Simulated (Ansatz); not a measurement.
## AlN: a changed input and its effect

System: AlN (P1, 4 atoms in the cell).
Method of the first run: DFT r2SCAN, scalar-relativistic, plane waves, PAW, no spin polarisation (Ansatz 0.2.0).

The structure derives from an entry of the Crystallography Open Database. Text and figures count atoms from 1; the logs count them from 0 in places.

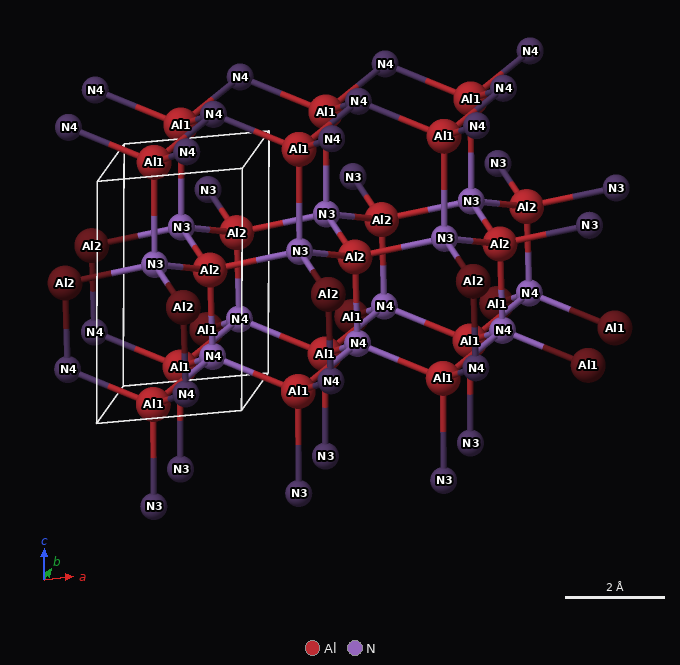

**Figure 1.** The structure (ball-and-stick view of the cell of the calculation, set on other vectors, repeated 3 × 2 × 1, seen slightly off an axis; neighbours outside the cell are drawn fainter; atoms are numbered from 1 in the order of the input).

## Input file, the first run
```yaml
crystal:
  lattice:
    - [3.1041845283, -0.0248124082, 0.0298847953]
    - [-1.57358044, 2.7207912357, -0.0087609448]
    - [0.0478194818, 0.0114212729, 5.0256071968]
  atoms:
    - { symbol: Al, position: [0.3640855701, 0.663977492, -0.0142188378] }
    - { symbol: Al, position: [0.6897930255, 0.3396451719, 0.5019518015] }
    - { symbol: "N", position: [0.3262765779, 0.6654299239, 0.4132688771] }
    - { symbol: "N", position: [0.6198448265, 0.3309474123, 0.8689981592] }
basis:
  ecutwfc: 500
kpoints:
  mp_grid: { grid: [12, 12, 6] }
hamiltonian:
  xc: r2scan
scf:
  occupations: { method: gaussian, width: 0.05 }
output:
  forces: true
  stress: true
  eigenvalues: true
```

Command:
```bash
ansatz run input.yaml --threads 2 --pin off --max-ram 5120MiB --backend cpu --events-out ev --progress --plain --runs-dir out
```

Hardware: 2 threads of Intel Xeon @ 2.50GHz (Skylake/Cascade Lake), 192 GiB of memory available, shared host.

## Output, shortened to warnings, some set-up lines, iterations and results (the first run)
```
Basis set: ecut = 500 eV, 1085 PW (Γ), exchange–correlation on 96×96×160 points (64 copies of the dense FFT grid, shifted against one another)
Symmetry: 1 space group operations
k-points: 436 of 864 (time reversal used)
Initial density: superposition of atomic densities (neutral atoms: chi_scale 0, normalization atom), corrected by the library's trained network
[...]
SCF iter   1: F=—  HF=-1855.895894 eV  |F-HF|=—  |Δ(HF+E_count)|=         —  Δρ=6.89e-3  dr2=2.15e-2  dr2_τ=3.28e-1  ethr=1.77e-3  ⟨swp⟩=5.9  Hψ=35642  notcnv=0
SCF iter   2: F=—  HF=-1856.030696 eV  |F-HF|=—  |Δ(HF+E_count)|=   1.35e-1  Δρ=4.64e-3  dr2=4.02e-3  dr2_τ=4.17e-4  ethr=1.35e-4  ⟨swp⟩=2.6  Hψ=14344  notcnv=0
SCF iter   3: F=—  HF=-1856.030526 eV  |F-HF|=—  |Δ(HF+E_count)|=   1.69e-4  Δρ=1.54e-3  dr2=6.53e-4  dr2_τ=6.54e-5  ethr=2.51e-5  ⟨swp⟩=2.0  Hψ=7602  notcnv=0
SCF iter   4: F=—  HF=-1856.030478 eV  |F-HF|=—  |Δ(HF+E_count)|=   4.82e-5  Δρ=5.11e-4  dr2=1.77e-4  dr2_τ=1.58e-5  ethr=4.08e-6  ⟨swp⟩=2.4  Hψ=7940  notcnv=0
SCF iter   5: F=—  HF=-1856.030429 eV  |F-HF|=—  |Δ(HF+E_count)|=   4.90e-5  Δρ=9.84e-5  dr2=4.45e-6  dr2_τ=5.49e-7  ethr=1.11e-6  ⟨swp⟩=2.3  Hψ=7737  notcnv=0
SCF iter   6: F=—  HF=-1856.030428 eV  |F-HF|=—  |Δ(HF+E_count)|=   1.30e-6  Δρ=3.00e-5  dr2=1.64e-7  dr2_τ=1.74e-8  ethr=2.78e-8  ⟨swp⟩=2.2  Hψ=8191  notcnv=0
SCF iter   7: F=-1856.030428 eV  HF=-1856.030428 eV  |F-HF|=3.08e-9  |Δ(HF+E_count)|=   2.37e-7  Δρ=7.98e-6  dr2=2.20e-8  dr2_τ=1.26e-9  ethr=6.25e-10  ⟨swp⟩=5.1  Hψ=26413  …
SCF 1 converged in 7 iterations: F = -1856.030428 eV  dr2 = 2.20e-8
SCF converged after 7 iterations
Free energy (F): -1856.030428 eV
Harris-Foulkes:  -1856.030428 eV  (|F-HF|=3.08e-9)
Internal energy: -1856.030428 eV  (E = F + TS)
E sigma→0 (E₀):  -1856.030428 eV
Fermi energy:    9.127737 eV
--- Per-component energies (eV) ---
  E_band       = 20.813079
  E_kinetic    = 321.706727
  E_local      = -464.026327  (includes V_loc(G=0)·N_el)
  E_nonlocal   = 109.314753
  E_hartree    = 163.323087
  E_xc         = -197.680930
  E_vxc        = -238.334161  (∫ρ·V_xc dr)
  E_paw        = -1205.198936  (= ΣΔE_a)
  E_vpaw       = -47.328484  (= ΣTr[D̂ρ^β])
  E_aug_tail   = 0.000034  (compensation charges beyond the density's cutoff)
  E_vtau       = 12.837649  (kinetic-family band-sum trace: ∫τ·v_τ [+ j·A + Jᵃ·Aᵃ] dr)
  E_ewald      = -583.289489
  E_core_change = -0.179345  (= ΣΔE_core)
  E_smearing   = -0.000000  (= −TS)
  E_closure    = -0.000000  (closes the sum)
  Σ components = -1856.030428   (vs F -1856.030428, Δ=0.00e0)
--- Forces (eV/Å), atoms counted from 1 ---
  atom   1  Al    -3.91412140     1.64603923     1.71676432
  atom   2  Al    -2.21782326    -0.84038945     0.03051574
  atom   3  N      2.14834168     0.82467629    -2.90001285
  atom   4  N      3.98364637    -1.63032142     1.15260138
  max |Σ_I F_I| component: 1.31e-4 eV/Å
--- Stress (GPa, compression-positive) ---
       13.038400      -2.542540      -9.739553
       -2.542204       3.818984       1.897495
       -9.739547       1.897765      -2.120843
  P = ⅓ Tr σ = 4.9122 GPa (49.122 kbar)
```

For the second run the input was changed thus:
```diff
-    - [3.1041845283, -0.0248124082, 0.0298847953]
-    - [-1.57358044, 2.7207912357, -0.0087609448]
-    - [0.0478194818, 0.0114212729, 5.0256071968]
+    - [3.10778219, 0.0378910296, 0.0109815691]
+    - [-1.5210765007, 2.6732352869, -0.0024300343]
+    - [0.0175719103, 0.0056552504, 4.922919729]
-    - { symbol: Al, position: [0.3640855701, 0.663977492, -0.0142188378] }
-    - { symbol: Al, position: [0.6897930255, 0.3396451719, 0.5019518015] }
-    - { symbol: "N", position: [0.3262765779, 0.6654299239, 0.4132688771] }
-    - { symbol: "N", position: [0.6198448265, 0.3309474123, 0.8689981592] }
+    - { symbol: Al, position: [0.3766353217, 0.6936634721, 0.0060680606] }
+    - { symbol: Al, position: [0.6751581708, 0.3546157687, 0.4832379847] }
+    - { symbol: "N", position: [0.3362422963, 0.6315820527, 0.37832233] }
+    - { symbol: "N", position: [0.6119642112, 0.3201387064, 0.9023716247] }
```

How does the second run compare with the first run?

With the same functional and potentials, the second run lies 22.7 meV per atom higher. The gap on the mesh goes from 4.26 to 4.41 eV. The pressure goes from 4.91 to 11.76 GPa. The largest force goes from 4.580 to 4.509 eV/Å. The volume per atom goes from 10.56 to 10.30 Å³. The number of SCF iterations is the same. The plane waves at Γ go from 1085 to 1067.

## Output, shortened to warnings, some set-up lines, iterations and results (the second run)
```
Basis set: ecut = 500 eV, 1067 PW (Γ), exchange–correlation on 96×96×144 points (64 copies of the dense FFT grid, shifted against one another)
Symmetry: 1 space group operations
k-points: 436 of 864 (time reversal used)
Initial density: superposition of atomic densities (neutral atoms: chi_scale 0, normalization atom), corrected by the library's trained network
[...]
SCF iter   1: F=—  HF=-1855.800316 eV  |F-HF|=—  |Δ(HF+E_count)|=         —  Δρ=6.86e-3  dr2=2.01e-2  dr2_τ=3.57e-1  ethr=1.77e-3  ⟨swp⟩=5.8  Hψ=35670  notcnv=0
SCF iter   2: F=—  HF=-1855.939732 eV  |F-HF|=—  |Δ(HF+E_count)|=   1.39e-1  Δρ=4.63e-3  dr2=3.94e-3  dr2_τ=3.89e-4  ethr=1.26e-4  ⟨swp⟩=2.6  Hψ=14340  notcnv=0
SCF iter   3: F=—  HF=-1855.939682 eV  |F-HF|=—  |Δ(HF+E_count)|=   4.96e-5  Δρ=1.50e-3  dr2=6.59e-4  dr2_τ=9.84e-5  ethr=2.46e-5  ⟨swp⟩=2.3  Hψ=7895  notcnv=0
SCF iter   4: F=—  HF=-1855.939650 eV  |F-HF|=—  |Δ(HF+E_count)|=   3.19e-5  Δρ=8.19e-4  dr2=3.15e-4  dr2_τ=4.76e-5  ethr=4.12e-6  ⟨swp⟩=2.0  Hψ=8127  notcnv=0
SCF iter   5: F=—  HF=-1855.939565 eV  |F-HF|=—  |Δ(HF+E_count)|=   8.50e-5  Δρ=8.12e-5  dr2=2.22e-6  dr2_τ=1.88e-7  ethr=1.97e-6  ⟨swp⟩=2.7  Hψ=8314  notcnv=0
SCF iter   6: F=—  HF=-1855.939564 eV  |F-HF|=—  |Δ(HF+E_count)|=   1.13e-6  Δρ=2.99e-5  dr2=2.61e-7  dr2_τ=1.55e-8  ethr=1.39e-8  ⟨swp⟩=2.0  Hψ=8323  notcnv=0
SCF iter   7: F=-1855.939564 eV  HF=-1855.939564 eV  |F-HF|=8.27e-9  |Δ(HF+E_count)|=   2.15e-7  Δρ=7.38e-6  dr2=8.50e-9  dr2_τ=8.03e-10  ethr=6.25e-10  ⟨swp⟩=5.1  Hψ=26936  …
SCF 1 converged in 7 iterations: F = -1855.939564 eV  dr2 = 8.50e-9
SCF converged after 7 iterations
Free energy (F): -1855.939564 eV
Harris-Foulkes:  -1855.939564 eV  (|F-HF|=8.27e-9)
Internal energy: -1855.939564 eV  (E = F + TS)
E sigma→0 (E₀):  -1855.939564 eV
Fermi energy:    9.614083 eV
--- Per-component energies (eV) ---
  E_band       = 23.935199
  E_kinetic    = 324.423409
  E_local      = -457.869496  (includes V_loc(G=0)·N_el)
  E_nonlocal   = 109.980614
  E_hartree    = 160.876895
  E_xc         = -198.462629
  E_vxc        = -239.369451  (∫ρ·V_xc dr)
  E_paw        = -1205.674124  (= ΣΔE_a)
  E_vpaw       = -47.848424  (= ΣTr[D̂ρ^β])
  E_aug_tail   = 0.000038  (compensation charges beyond the density's cutoff)
  E_vtau       = 12.864848  (kinetic-family band-sum trace: ∫τ·v_τ [+ j·A + Jᵃ·Aᵃ] dr)
  E_ewald      = -589.034925
  E_core_change = -0.179345  (= ΣΔE_core)
  E_smearing   = -0.000000  (= −TS)
  E_closure    = -0.000000  (closes the sum)
  Σ components = -1855.939564   (vs F -1855.939564, Δ=0.00e0)
--- Forces (eV/Å), atoms counted from 1 ---
  atom   1  Al    -3.18559530    -0.53344418    -0.03001378
  atom   2  Al     1.95444150    -2.24248345     2.16081932
  atom   3  N     -2.38984371     2.40571490     0.53082689
  atom   4  N      3.62099415     0.37023913    -2.66145343
  max |Σ_I F_I| component: 1.79e-4 eV/Å
--- Stress (GPa, compression-positive) ---
       18.754750     -20.277927      -0.781686
      -20.278151      11.201224      -1.851767
       -0.781795      -1.851793       5.329763
  P = ⅓ Tr σ = 11.7619 GPa (117.619 kbar)
```

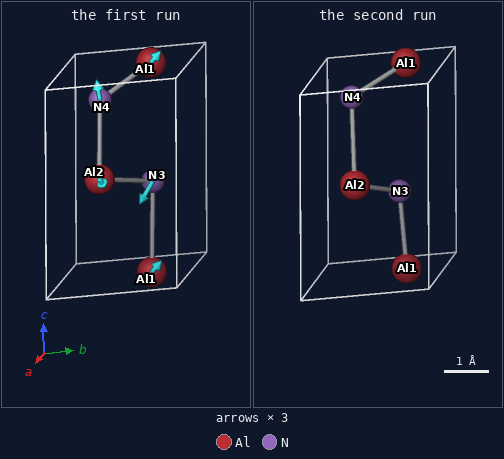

**Figure 2.** The two input geometries at one scale (ball-and-stick view of the cell of the calculation, seen slightly off an axis). The teal arrows on the first give the shifts of the atoms relative to the cell, with their mean removed, magnified 3 times. The atom that moves furthest relative to the cell is N3 (0.21 Å). By element the largest moves are N 0.21 Å, Al 0.13 Å. (The mean shift of all atoms is removed.) The volume changes by −2.5 %, with a 3.104 → 3.108 Å (+0.1 %), b 3.143 → 3.076 Å (−2.1 %), c 5.026 → 4.923 Å (−2.0 %), α 90.3° → 90.1°, β 88.9° → 89.6°, γ 120.5° → 118.9°. Among the contacts that change: Al1–N3 2.150 → 1.840 Å, Al2–N4 1.852 → 2.069 Å, Al2–N3 1.928 → 1.726 Å, Al1–N4 1.917 → 1.773 Å.

## The two runs side by side

| quantity | the first run | the second run |
| --- | --- | --- |
| outcome | converged | converged |
| free energy per atom (eV) | −464.0076 | −463.9849 |
| gap on the mesh (eV) | 4.26 | 4.41 |
| pressure (GPa) | 4.91 | 11.76 |
| volume per atom (Å³) | 10.56 | 10.30 |
| largest force (eV/Å) | 4.580 | 4.509 |
| SCF iterations | 7 | 7 |
| irreducible k-points | 436 | 436 |
| plane waves at Γ | 1085 | 1067 |
| wall time (shared host) | 28 s | 32 s |
